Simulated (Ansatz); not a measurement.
System: S.

Input file:

```
crystal:
  lattice:
    - [0.0, 6.3628527147, 12.1720668146]
    - [5.1564842951, 0.0, 12.1720668146]
    - [5.1564842951, 6.3628527147, 0.0]
  atoms:
    - { symbol: S, position: [0.9077097816, 0.3473515034, 0.3135682407] }
    - { symbol: S, position: [0.3473515034, 0.9077097816, 0.4313704744] }
    - { symbol: S, position: [0.4313704744, 0.3135682407, 0.3473515034] }
    - { symbol: S, position: [0.3135682407, 0.4313704744, 0.9077097816] }
    - { symbol: S, position: [0.3422902184, 0.9026484966, 0.9364317593] }
    - { symbol: S, position: [0.9026484966, 0.3422902184, 0.8186295256] }
    - { symbol: S, position: [0.8186295256, 0.9364317593, 0.9026484966] }
    - { symbol: S, position: [0.9364317593, 0.8186295256, 0.3422902184] }
    - { symbol: S, position: [0.9530368692, 0.4497114781, 0.3665088991] }
    - { symbol: S, position: [0.4497114781, 0.9530368692, 0.2307427535] }
    - { symbol: S, position: [0.2307427535, 0.3665088991, 0.4497114781] }
    - { symbol: S, position: [0.3665088991, 0.2307427535, 0.9530368692] }
    - { symbol: S, position: [0.2969631308, 0.8002885219, 0.8834911009] }
    - { symbol: S, position: [0.8002885219, 0.2969631308, 0.0192572465] }
    - { symbol: S, position: [0.0192572465, 0.8834911009, 0.8002885219] }
    - { symbol: S, position: [0.8834911009, 0.0192572465, 0.2969631308] }
    - { symbol: S, position: [0.6720427511, 0.4763861082, 0.4872269887] }
    - { symbol: S, position: [0.4763861082, 0.6720427511, 0.3643441519] }
    - { symbol: S, position: [0.3643441519, 0.4872269887, 0.4763861082] }
    - { symbol: S, position: [0.4872269887, 0.3643441519, 0.6720427511] }
    - { symbol: S, position: [0.5779572489, 0.7736138918, 0.7627730113] }
    - { symbol: S, position: [0.7736138918, 0.5779572489, 0.8856558481] }
    - { symbol: S, position: [0.8856558481, 0.7627730113, 0.7736138918] }
    - { symbol: S, position: [0.7627730113, 0.8856558481, 0.5779572489] }
    - { symbol: S, position: [0.8810675261, 0.6301003846, 0.1891059727] }
    - { symbol: S, position: [0.6301003846, 0.8810675261, 0.2997261166] }
    - { symbol: S, position: [0.2997261166, 0.1891059727, 0.6301003846] }
    - { symbol: S, position: [0.1891059727, 0.2997261166, 0.8810675261] }
    - { symbol: S, position: [0.3689324739, 0.6198996154, 0.0608940273] }
    - { symbol: S, position: [0.6198996154, 0.3689324739, 0.9502738834] }
    - { symbol: S, position: [0.9502738834, 0.0608940273, 0.6198996154] }
    - { symbol: S, position: [0.0608940273, 0.9502738834, 0.3689324739] }
basis:
  ecutwfc: 500
kpoints:
  mp_grid: { grid: [4, 4, 4] }
hamiltonian:
  xc: r2scan
  dispersion: d3bj
scf:
  occupations: { method: gaussian, width: 0.02 }
output:
  forces: true
  stress: true
  eigenvalues: true
  write_density: true
  write_potential: true
  elf: true
  volumetric_format: npy
relax:
  adjacent_minimum: "off"
  f_tol: 0.02
  max_steps: 50
  cell: { stress_tol: 0.1 }
```

Launched as:

```sh
ansatz run input.yaml --threads 8 --pin off --max-ram 16384MiB --backend cpu --events-out ev --progress --plain --runs-dir out
```

The fields are those of the relaxed geometry.

Space group Fddd.

The calculation used DFT r2SCAN+D3(BJ), scalar-relativistic, plane waves, PAW in Ansatz 0.2.0.

Question: What can the converged valence pseudo-density and electron localisation function tell about the bonding?

Answer: S–S (2.05 Å): ρ at the midpoint is about 1 e/Å³; the ELF peaks at about 0.80 between the atoms (a shared electron pair).

Question: Does the calculation make it a metal, or give it a gap?

Answer: It is gapped, with a Kohn–Sham gap of 2.3 eV on the k-point mesh, an upper bound to the gap of this method.

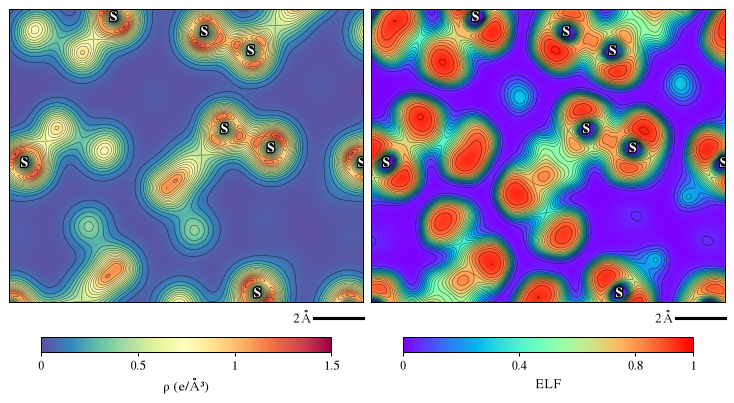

Computed valence pseudo-density and electron localisation function on the (011) plane of the calculation cell, in this order. Atoms just off the plane (S, 0.6 Å away) can leave unmarked features too.

In a PAW calculation such maps are meaningful between the atoms, not at the nuclei.
